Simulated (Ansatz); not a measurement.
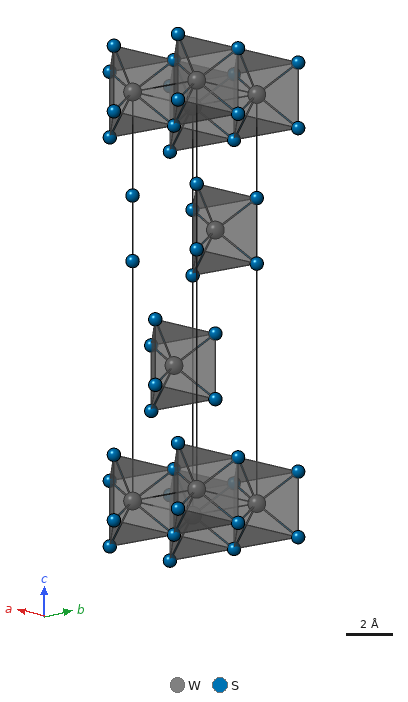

*The starting structure (polyhedral view of the cell 3 times as large as that of the calculation, set on its symmetry axes, seen at an oblique angle; polyhedra are completed across the faces of the cell). An atom can appear more than once, as a periodic image.*

Run report: WS2, geometry relaxation (part 1 of 2)

System: WS2 (R3m, 3 atoms in the cell).
Method: DFT PBEsol, scalar-relativistic, plane waves, PAW, no spin polarisation (Ansatz 0.2.0).

The structure derives from a Materials Project entry.

Input:
```yaml
crystal:
  lattice:
    - [1.5924332554, 0.9193917687, 6.4898005779]
    - [-1.5924332554, 0.9193917687, 6.4898005779]
    - [0.0, -1.8387835373, 6.4898005779]
  atoms:
    - { symbol: W, position: [0.00066787, 0.00066787, 0.00066787] }
    - { symbol: S, position: [0.41411232, 0.41411232, 0.41411232] }
    - { symbol: S, position: [0.25391981, 0.25391981, 0.25391981] }
basis:
  ecutwfc: 420
kpoints:
  mp_grid: { grid: [12, 12, 12] }
hamiltonian:
  xc: pbesol
scf:
  occupations: { method: gaussian, width: 0.02 }
output:
  forces: true
  stress: true
  eigenvalues: true
  write_density: true
  write_potential: true
  elf: true
  volumetric_format: npy
relax:
  adjacent_minimum: "off"
  f_tol: 0.005
  max_steps: 80
  cell: { stress_tol: 0.05 }
```

Hardware: 1 thread of Arm Neoverse V1, 24 GiB of memory available, shared host.

Launched with:
```bash
ansatz run input.yaml --threads 1 --pin off --max-ram 2560MiB --backend cpu --events-out ev --progress --plain --runs-dir out
```

What the program printed:
```
basis.fft_grid_basis auto: the FFT boxes are laid along the combinations [[1, -1, 0], [0, 1, 0], [0, -1, 1]] of the cell's own vectors, 3.185, 6.745 and 3.185 Å long. The dense box has 24×48×24 points. Along the cell's own vectors, as sized, it would have 48×48×48, 4.00 times as many. Of the 6 symmetry operations that the crystal satisfies within crystal.symmetry.tolerance (time reversal apart; of a slab, those that keep its plane) the dense box along the cell's own vectors carries 6, and the one as laid loses 4 of those. basis.fft_grid_basis: typed keeps the cell's own vectors: state it where this run's energies or levels are differenced outside the engine with another run's, or held beside a run that keeps those vectors. Those combinations have planes normal to reciprocal vector 3, as the cell's own vectors have. Each planar average written beside output.write_density, output.write_potential has a row for each plane of the box: 24. The volumetric files lie along those combinations, not along the cell's own vectors: a cube or XSF file states them, and fields.json those of NumPy files.
Engine: ansatz 0.2.0, aarch64-unknown-linux-gnu
Pseudopotentials: kind: paw
Pseudopotential: W, paw, valence charge 14, recommended cutoff 420 eV (normal), W.paw.azcp
Pseudopotential: S, paw, valence charge 6, recommended cutoff 420 eV (normal), S.paw.azcp
Functional definition: PBEsol
  exchange = pbesol_x
  correlation = pbesol_c
Crystal: 3 atoms, lattice volume = 57.009 Å³
Basis set: ecut = 420 eV, 1155 PW (Γ), FFT grids on a1−a2, a2, −a2+a3, exchange–correlation on 48×96×48 points (8 copies of the dense FFT grid, shifted against one another)
Bands: 17, of which v1, the nominal top of the filled ones, is band 13 counted from 1 (12 counted from 0)
Symmetry: 6 space group operations
Space group: R3m (ITA 160), of the structure as read, at distance tolerance 3.8e-5 Å
k-points: 189 of 1728 (time reversal used)
Non-local potential: W, projectors of the file, l = 0: 3, l = 1: 2, l = 2: 2, l = 3: 1
Non-local potential: S, projectors of the file, l = 0: 2, l = 1: 2, l = 2: 2
PAW form: soft (Blöchl's): semilocal exchange-correlation on the pseudo side does not see the compensation charge
PAW frozen core: W, regenerated for the run's functional, and the local potential with it (the file was generated under x = pbe(κ = 0.804, μ = 0.2195149727645171), c = pbe(β = 0.06672455060314922))
PAW frozen core: S, regenerated for the run's functional, and the local potential with it (the file was generated under x = pbe(κ = 0.804, μ = 0.2195149727645171), c = pbe(β = 0.06672455060314922))
PAW one-centre angular grid: W, 590 points (default); XC on 64 Gauss nodes
PAW one-centre angular grid: S, 110 points (default); XC on 64 Gauss nodes
Initial density: superposition of atomic densities (neutral atoms: chi_scale 0, normalization atom), corrected by the library's trained network
Initial wavefunctions: pseudopotential atomic-orbital guess
Functional: x = pbesol(κ = 0.804, μ = 0.12345679012345678), c = pbesol(β = 0.046)
SCF iter   1: F=—  HF=-12029.070838 eV  |F-HF|=—  |Δ(HF+E_count)|=         —  Δρ=8.73e-3  dr2=8.75e-2  ethr=1.77e-3  ⟨swp⟩=6.0  Hψ=19102  notcnv=0
preconditioner: auto → none  [insulator: Δε(μ)=1.139 eV  Ē_g=8.671 eV  σ=0.020 eV  W_gap=1.00  n_scr=16 (ndim 8)  ℏωp=20.9 eV  f_vac=0.047  D(μ)=0.00/eV (n_scr^D=0)  ε∞_Penn≈6.8]
SCF iter   2: F=—  HF=-12029.103418 eV  |F-HF|=—  |Δ(HF+E_count)|=   3.26e-2  Δρ=1.15e-2  dr2=2.73e-1  ethr=3.37e-4  ⟨swp⟩=3.4  Hψ=7543  notcnv=0  recentre
SCF iter   3: F=—  HF=-12029.059157 eV  |F-HF|=—  |Δ(HF+E_count)|=   4.43e-2  Δρ=3.21e-3  dr2=4.17e-3  ethr=3.37e-4  ⟨swp⟩=3.0  Hψ=5704  notcnv=0
SCF iter   4: F=—  HF=-12029.060483 eV  |F-HF|=—  |Δ(HF+E_count)|=   1.33e-3  Δρ=8.55e-4  dr2=1.79e-4  ethr=1.60e-5  ⟨swp⟩=2.4  Hψ=6274  notcnv=0
SCF iter   5: F=—  HF=-12029.060659 eV  |F-HF|=—  |Δ(HF+E_count)|=   1.75e-4  Δρ=2.85e-4  dr2=5.29e-5  ethr=6.89e-7  ⟨swp⟩=2.0  Hψ=4627  notcnv=0
SCF iter   6: F=—  HF=-12029.060653 eV  |F-HF|=—  |Δ(HF+E_count)|=   5.32e-6  Δρ=1.40e-4  dr2=1.85e-5  ethr=2.03e-7  ⟨swp⟩=2.0  Hψ=4651  notcnv=0
SCF iter   7: F=—  HF=-12029.060654 eV  |F-HF|=—  |Δ(HF+E_count)|=   4.62e-7  Δρ=6.25e-5  dr2=3.52e-6  ethr=7.10e-8  ⟨swp⟩=1.1  Hψ=3233  notcnv=0
SCF iter   8: F=—  HF=-12029.060654 eV  |F-HF|=—  |Δ(HF+E_count)|=   3.67e-7  Δρ=1.37e-5  dr2=1.09e-7  ethr=1.35e-8  ⟨swp⟩=2.5  Hψ=4332  notcnv=0
SCF iter   9: F=-12029.060654 eV  HF=-12029.060654 eV  |F-HF|=1.97e-9  |Δ(HF+E_count)|=   4.93e-8  Δρ=2.26e-6  dr2=1.61e-9  ethr=3.85e-10  ⟨swp⟩=9.7  Hψ=21162  notcnv=0
SCF 1 converged in 9 iterations: F = -12029.060654 eV  dr2 = 1.61e-9
  greatest PAW one-centre occupation: 1.000 electrons in one spin orbital (limit 2), on the W atom at site 0 (counted from 0), in its partial waves of l = 0
relax step   1: F+E_penalty+E_count = -12029.06065411 eV  Δ(F+E_penalty+E_count) = +0.000e0 eV  max|allowed force component| = 1.161e-1 eV/Å  Δτ_max = 0.0000 Å  P = -2.883 GPa  Ω = 57.009 Å³  (9 SCF iters, dr2 threshold 1.00e-7 eV, accepted)
Crystal: 3 atoms, lattice volume = 53.449 Å³
Basis set: ecut = 420 eV, 1047 PW (Γ), FFT grids on a1−a2, a2, −a2+a3, exchange–correlation on 48×96×48 points (8 copies of the dense FFT grid, shifted against one another)
Initial density: handed on by an earlier stage of this run
Initial wavefunctions: those handed on with the density
iter 1 solved again at ethr=2.50e-4 eV; its pass at ethr=3.10e-3 eV (dr2=6.50e-2 eV) is discarded
SCF iter   1: F=—  HF=-12029.055592 eV  |F-HF|=—  |Δ(HF+E_count)|=         —  Δρ=5.41e-3  dr2=6.68e-2  ethr=2.50e-4  ⟨swp⟩=1.0  Hψ=20681  notcnv=0
preconditioner: auto → none  [insulator: Δε(μ)=1.231 eV  Ē_g=8.937 eV  σ=0.020 eV  W_gap=1.00  n_scr=10 (ndim 8)  ℏωp=21.5 eV  f_vac=0.019  D(μ)=0.00/eV (n_scr^D=0)  ε∞_Penn≈6.8]
SCF iter   2: F=—  HF=-12029.078436 eV  |F-HF|=—  |Δ(HF+E_count)|=   2.28e-2  Δρ=1.03e-2  dr2=2.27e-1  ethr=2.50e-4  ⟨swp⟩=3.1  Hψ=6009  notcnv=0  recentre
SCF iter   3: F=—  HF=-12029.043864 eV  |F-HF|=—  |Δ(HF+E_count)|=   3.46e-2  Δρ=2.28e-3  dr2=4.74e-3  ethr=2.50e-4  ⟨swp⟩=3.0  Hψ=6349  notcnv=0
SCF iter   4: F=—  HF=-12029.042947 eV  |F-HF|=—  |Δ(HF+E_count)|=   9.17e-4  Δρ=8.18e-4  dr2=1.60e-4  ethr=1.82e-5  ⟨swp⟩=2.0  Hψ=5008  notcnv=0
SCF iter   5: F=—  HF=-12029.042964 eV  |F-HF|=—  |Δ(HF+E_count)|=   1.70e-5  Δρ=1.09e-4  dr2=6.63e-6  ethr=6.14e-7  ⟨swp⟩=2.6  Hψ=5436  notcnv=0
SCF iter   6: F=—  HF=-12029.042963 eV  |F-HF|=—  |Δ(HF+E_count)|=   1.22e-6  Δρ=3.48e-5  dr2=1.21e-6  ethr=2.55e-8  ⟨swp⟩=2.1  Hψ=4753  notcnv=0
SCF iter   7: F=—  HF=-12029.042963 eV  |F-HF|=—  |Δ(HF+E_count)|=   3.16e-8  Δρ=2.45e-5  dr2=1.10e-6  ethr=1.15e-9  ⟨swp⟩=11.9  Hψ=27322  notcnv=0
SCF iter   8: F=-12029.042962 eV  HF=-12029.042962 eV  |F-HF|=8.59e-9  |Δ(HF+E_count)|=   1.91e-7  Δρ=4.53e-6  dr2=1.50e-8  ethr=1.15e-9  ⟨swp⟩=8.6  Hψ=23335  notcnv=0
SCF 2 converged in 8 iterations: F = -12029.042962 eV  dr2 = 1.50e-8
relax step   2: F+E_penalty+E_count = -12029.04296237 eV  Δ(F+E_penalty+E_count) = +1.769e-2 eV  max|allowed force component| = 2.364e-1 eV/Å  Δτ_max = 0.0483 Å  P = +2.311 GPa  Ω = 53.449 Å³  energy of the carried Pulay correction = +5.362e-4 eV  (8 SCF iters, dr2 threshold 3.00e-7 eV, rejected (line search))
Crystal: 3 atoms, lattice volume = 55.412 Å³
Basis set: ecut = 420 eV, 1077 PW (Γ), FFT grids on a1−a2, a2, −a2+a3, exchange–correlation on 48×96×48 points (8 copies of the dense FFT grid, shifted against one another)
iter 1 solved again at ethr=8.09e-5 eV; its pass at ethr=3.10e-3 eV (dr2=2.10e-2 eV) is discarded
SCF iter   1: F=—  HF=-12029.080433 eV  |F-HF|=—  |Δ(HF+E_count)|=         —  Δρ=3.16e-3  dr2=2.16e-2  ethr=8.09e-5  ⟨swp⟩=1.1  Hψ=20609  notcnv=0
preconditioner: auto → none  [insulator: Δε(μ)=1.219 eV  Ē_g=8.854 eV  σ=0.020 eV  W_gap=1.00  n_scr=16 (ndim 8)  ℏωp=21.2 eV  f_vac=0.031  D(μ)=0.00/eV (n_scr^D=0)  ε∞_Penn≈6.7]
SCF iter   2: F=—  HF=-12029.086329 eV  |F-HF|=—  |Δ(HF+E_count)|=   5.90e-3  Δρ=5.57e-3  dr2=6.46e-2  ethr=8.09e-5  ⟨swp⟩=3.0  Hψ=5914  notcnv=0  recentre
SCF iter   3: F=—  HF=-12029.076513 eV  |F-HF|=—  |Δ(HF+E_count)|=   9.82e-3  Δρ=1.41e-3  dr2=1.98e-3  ethr=8.09e-5  ⟨swp⟩=3.0  Hψ=5761  notcnv=0
SCF iter   4: F=—  HF=-12029.076135 eV  |F-HF|=—  |Δ(HF+E_count)|=   3.78e-4  Δρ=4.91e-4  dr2=6.14e-5  ethr=7.61e-6  ⟨swp⟩=1.4  Hψ=4646  notcnv=0
SCF iter   5: F=—  HF=-12029.076134 eV  |F-HF|=—  |Δ(HF+E_count)|=   2.82e-7  Δρ=6.65e-5  dr2=2.78e-6  ethr=2.36e-7  ⟨swp⟩=2.3  Hψ=5175  notcnv=0
SCF iter   6: F=—  HF=-12029.076133 eV  |F-HF|=—  |Δ(HF+E_count)|=   1.73e-6  Δρ=3.60e-5  dr2=2.19e-6  ethr=1.07e-8  ⟨swp⟩=2.0  Hψ=4779  notcnv=0
SCF iter   7: F=—  HF=-12029.076132 eV  |F-HF|=—  |Δ(HF+E_count)|=   3.70e-7  Δρ=1.71e-5  dr2=2.10e-7  ethr=8.41e-9  ⟨swp⟩=2.0  Hψ=4268  notcnv=0
SCF iter   8: F=—  HF=-12029.076132 eV  |F-HF|=—  |Δ(HF+E_count)|=   2.45e-8  Δρ=4.04e-6  dr2=8.62e-9  ethr=8.06e-10  ⟨swp⟩=2.4  Hψ=4644  notcnv=0
SCF iter   9: F=—  HF=-12029.076132 eV  |F-HF|=—  |Δ(HF+E_count)|=  6.22e-10  Δρ=6.76e-7  dr2=1.56e-10  ethr=3.31e-11  ⟨swp⟩=2.4  Hψ=5050  notcnv=0
SCF iter  10: F=-12029.076132 eV  HF=-12029.076132 eV  |F-HF|=3.64e-12  |Δ(HF+E_count)|=  7.28e-11  Δρ=1.85e-7  dr2=1.51e-11  ethr=1.00e-12  ⟨swp⟩=7.2  Hψ=16904  notcnv=0
SCF 3 converged in 10 iterations: F = -12029.076132 eV  dr2 = 1.51e-11
relax step   3: F+E_penalty+E_count = -12029.07613212 eV  Δ(F+E_penalty+E_count) = -1.548e-2 eV  max|allowed force component| = 6.108e-2 eV/Å  Δτ_max = 0.0191 Å  P = -0.500 GPa  Ω = 55.412 Å³  energy of the carried Pulay correction = +2.363e-4 eV  (10 SCF iters, accepted)
Crystal: 3 atoms, lattice volume = 55.126 Å³
Basis set: ecut = 420 eV, 1059 PW (Γ), FFT grids on a1−a2, a2, −a2+a3, exchange–correlation on 48×96×48 points (8 copies of the dense FFT grid, shifted against one another)
iter 1 solved again at ethr=7.73e-7 eV; its pass at ethr=3.10e-3 eV (dr2=2.01e-4 eV) is discarded
SCF iter   1: F=—  HF=-12029.076588 eV  |F-HF|=—  |Δ(HF+E_count)|=         —  Δρ=4.08e-4  dr2=1.90e-4  ethr=7.73e-7  ⟨swp⟩=2.5  Hψ=19913  notcnv=0
preconditioner: auto → none  [insulator: Δε(μ)=1.194 eV  Ē_g=8.860 eV  σ=0.020 eV  W_gap=1.00  n_scr=16 (ndim 8)  ℏωp=21.2 eV  f_vac=0.027  D(μ)=0.00/eV (n_scr^D=0)  ε∞_Penn≈6.7]
SCF iter   2: F=—  HF=-12029.076617 eV  |F-HF|=—  |Δ(HF+E_count)|=   2.95e-5  Δρ=4.65e-4  dr2=4.34e-4  ethr=7.31e-7  ⟨swp⟩=2.0  Hψ=4533  notcnv=0
SCF iter   3: F=—  HF=-12029.076554 eV  |F-HF|=—  |Δ(HF+E_count)|=   6.33e-5  Δρ=1.71e-4  dr2=3.36e-5  ethr=7.31e-7  ⟨swp⟩=2.0  Hψ=4522  notcnv=0
SCF iter   4: F=—  HF=-12029.076549 eV  |F-HF|=—  |Δ(HF+E_count)|=   5.02e-6  Δρ=5.92e-5  dr2=1.19e-6  ethr=1.29e-7  ⟨swp⟩=2.4  Hψ=4128  notcnv=0
SCF iter   5: F=-12029.076549 eV  HF=-12029.076549 eV  |F-HF|=2.36e-9  |Δ(HF+E_count)|=   2.93e-9  Δρ=8.45e-6  dr2=2.22e-8  ethr=1.15e-9  ⟨swp⟩=11.6  Hψ=26437  notcnv=0
SCF 4 converged in 5 iterations: F = -12029.076549 eV  dr2 = 2.22e-8
relax step   4: F+E_penalty+E_count = -12029.07654887 eV  Δ(F+E_penalty+E_count) = -4.168e-4 eV  max|allowed force component| = 1.364e-2 eV/Å  Δτ_max = 0.0041 Å  P = -0.068 GPa  Ω = 55.126 Å³  energy of the carried Pulay correction = +2.794e-4 eV  (5 SCF iters, dr2 threshold 3.00e-7 eV, accepted)
Crystal: 3 atoms, lattice volume = 54.916 Å³
iter 1 solved again at ethr=3.32e-7 eV; its pass at ethr=3.10e-3 eV (dr2=8.64e-5 eV) is discarded
SCF iter   1: F=—  HF=-12029.076713 eV  |F-HF|=—  |Δ(HF+E_count)|=         —  Δρ=4.14e-4  dr2=7.21e-5  ethr=3.32e-7  ⟨swp⟩=3.4  Hψ=21444  notcnv=0
preconditioner: auto → none  [insulator: Δε(μ)=1.175 eV  Ē_g=8.868 eV  σ=0.020 eV  W_gap=1.00  n_scr=16 (ndim 8)  ℏωp=21.3 eV  f_vac=0.025  D(μ)=0.00/eV (n_scr^D=0)  ε∞_Penn≈6.7]
SCF iter   2: F=—  HF=-12029.076702 eV  |F-HF|=—  |Δ(HF+E_count)|=   1.01e-5  Δρ=2.00e-4  dr2=2.78e-5  ethr=2.77e-7  ⟨swp⟩=2.0  Hψ=4546  notcnv=0
SCF iter   3: F=—  HF=-12029.076708 eV  |F-HF|=—  |Δ(HF+E_count)|=   5.79e-6  Δρ=1.83e-4  dr2=5.92e-5  ethr=1.07e-7  ⟨swp⟩=2.0  Hψ=4533  notcnv=0
SCF iter   4: F=—  HF=-12029.076699 eV  |F-HF|=—  |Δ(HF+E_count)|=   9.19e-6  Δρ=5.93e-5  dr2=1.26e-6  ethr=1.07e-7  ⟨swp⟩=2.0  Hψ=4394  notcnv=0
SCF iter   5: F=-12029.076699 eV  HF=-12029.076699 eV  |F-HF|=1.05e-9  |Δ(HF+E_count)|=   5.06e-9  Δρ=9.76e-6  dr2=3.28e-8  ethr=5.13e-10  ⟨swp⟩=8.3  Hψ=24197  notcnv=0
SCF 5 converged in 5 iterations: F = -12029.076699 eV  dr2 = 3.28e-8
relax step   5: F+E_penalty+E_count = -12029.07669903 eV  Δ(F+E_penalty+E_count) = -1.502e-4 eV  max|allowed force component| = 9.435e-3 eV/Å  Δτ_max = 0.0049 Å  P = +0.075 GPa  Ω = 54.916 Å³  energy of the carried Pulay correction = +3.111e-4 eV  (5 SCF iters, dr2 threshold 1.33e-7 eV, accepted)
Crystal: 3 atoms, lattice volume = 54.772 Å³
iter 1 solved again at ethr=2.78e-7 eV; its pass at ethr=3.10e-3 eV (dr2=7.24e-5 eV) is discarded
SCF iter   1: F=—  HF=-12029.076782 eV  |F-HF|=—  |Δ(HF+E_count)|=         —  Δρ=4.00e-4  dr2=5.87e-5  ethr=2.78e-7  ⟨swp⟩=3.3  Hψ=20714  notcnv=0
preconditioner: auto → none  [insulator: Δε(μ)=1.158 eV  Ē_g=8.865 eV  σ=0.020 eV  W_gap=1.00  n_scr=16 (ndim 8)  ℏωp=21.3 eV  f_vac=0.024  D(μ)=0.00/eV (n_scr^D=0)  ε∞_Penn≈6.8]
SCF iter   2: F=—  HF=-12029.076778 eV  |F-HF|=—  |Δ(HF+E_count)|=   3.98e-6  Δρ=1.90e-4  dr2=2.43e-5  ethr=2.26e-7  ⟨swp⟩=2.0  Hψ=4779  notcnv=0
SCF iter   3: F=—  HF=-12029.076782 eV  |F-HF|=—  |Δ(HF+E_count)|=   3.73e-6  Δρ=1.82e-4  dr2=5.24e-5  ethr=9.36e-8  ⟨swp⟩=2.1  Hψ=4829  notcnv=0
SCF iter   4: F=—  HF=-12029.076774 eV  |F-HF|=—  |Δ(HF+E_count)|=   7.94e-6  Δρ=4.78e-5  dr2=6.94e-7  ethr=9.36e-8  ⟨swp⟩=2.0  Hψ=4361  notcnv=0
SCF iter   5: F=—  HF=-12029.076774 eV  |F-HF|=—  |Δ(HF+E_count)|=   3.06e-8  Δρ=9.07e-6  dr2=3.57e-8  ethr=2.67e-9  ⟨swp⟩=2.1  Hψ=4634  notcnv=0
SCF iter   6: F=—  HF=-12029.076774 eV  |F-HF|=—  |Δ(HF+E_count)|=   1.35e-8  Δρ=5.11e-6  dr2=6.06e-8  ethr=9.58e-11  ⟨swp⟩=9.4  Hψ=21159  notcnv=0
SCF iter   7: F=-12029.076774 eV  HF=-12029.076774 eV  |F-HF|=1.49e-10  |Δ(HF+E_count)|=   1.17e-8  Δρ=9.27e-7  dr2=3.77e-10  ethr=9.58e-11  ⟨swp⟩=7.2  Hψ=20945  notcnv=0
SCF 6 converged in 7 iterations: F = -12029.076774 eV  dr2 = 3.77e-10
relax step   6: F+E_penalty+E_count = -12029.07677367 eV  Δ(F+E_penalty+E_count) = -7.464e-5 eV  max|allowed force component| = 7.485e-5 eV/Å  Δτ_max = 0.0051 Å  P = -0.006 GPa  Ω = 54.772 Å³  energy of the carried Pulay correction = +3.329e-4 eV  (7 SCF iters, dr2 threshold 2.49e-8 eV, accepted)
Basis set: ecut = 420 eV, 1059 PW (Γ), FFT grids on a1−a2, a2, −a2+a3, exchange–correlation on 48×90×48 points (8 copies of the dense FFT grid, shifted against one another)
Initial wavefunctions: pseudopotential atomic-orbital guess (no wavefunctions were taken with the density)
iter 1 solved again at ethr=4.13e-7 eV; its pass at ethr=3.10e-3 eV (dr2=1.07e-4 eV) is discarded
```
